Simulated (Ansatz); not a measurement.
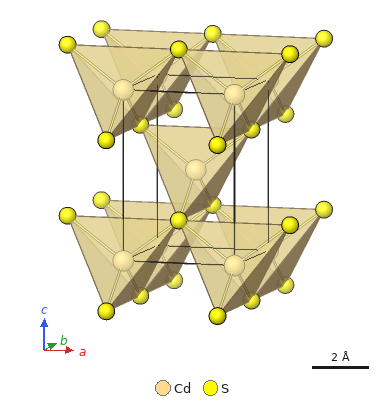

View slightly off an axis, drawn as a polyhedral model. The conventional unit cell is outlined; an atom on or near a face, edge or corner is repeated at each equivalent position. Some neighbours outside the box are added.

CdS, space group I-4m2 (No. 119), a = 4.157 Å, b = 4.157 Å, c = 6.172 Å, α = 90.00°, β = 90.00°, γ = 90.00°. It goes back to a structure type filled with these elements by a generator (whether the compound takes this form wasn't checked). The cell was then strained or its atoms displaced on purpose. An electronic-structure calculation with Ansatz was run on it.

This one geometry was computed with Ansatz (DFT, plane waves, PAW) at three levels of theory: PBE, r2SCAN and HSE06. It was relaxed with r2SCAN and then strained.

### How does the band gap change with the level of theory?

PBE: a gap of 0.93 eV, direct; r2SCAN: a gap of 1.37 eV, direct; HSE06: a gap of 1.92 eV, direct.

### Collect the results in a table.

| level | cutoff (eV) | k-mesh of the run's cell | gap (eV) | pressure (GPa) |
| --- | --- | --- | --- | --- |
| PBE | 420 | 8×8×8 | 0.93 | -1.3 |
| r2SCAN | 500 | 8×8×8 | 1.37 | -2.7 |
| HSE06 | 420 | 6×6×6 | 1.92 | -2.5 |

Gaps are taken on the k-mesh or band path of each run.
